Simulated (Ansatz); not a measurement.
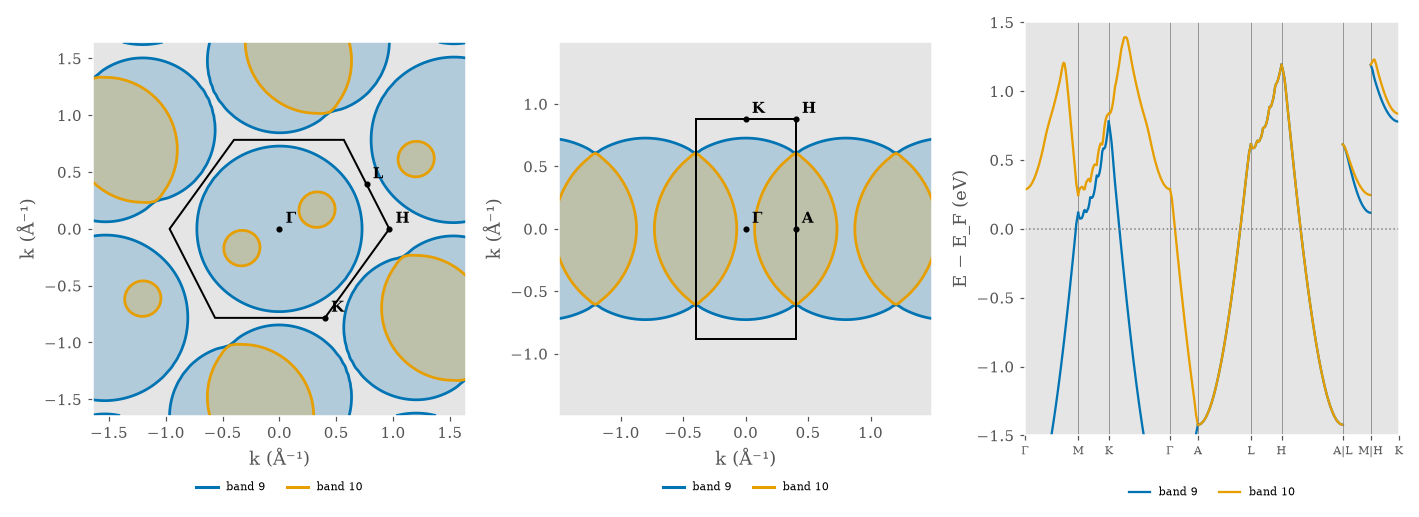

K (space group P6_3/mmc, No. 194): cuts through the Fermi surface in the plane through Γ, H and L and the plane through Γ, A and K, filled states shaded, and the bands that cross the Fermi level.

Theory: DFT PBE, scalar-relativistic, plane waves, PAW; levels and slopes on a dense k mesh at the converged density in Ansatz. No spin polarisation. The levels come from a k mesh of 30×30×16 points. Cell and positions as given, without relaxation. The cell comes from a database of computed structures, not from a measurement.

Question: For each band, read its level at the labelled points (eV from the Fermi level).

Answer:
| band | Γ | A | K | H | M | L |
| --- | --- | --- | --- | --- | --- | --- |
| band 9 | below | −1.42 | +0.78 | +1.19 | +0.12 | +0.61 |
| band 10 | +0.29 | −1.42 | +0.84 | +1.19 | +0.25 | +0.61 |

Negative values are filled states; "above" and "below" lie outside the plotted window.
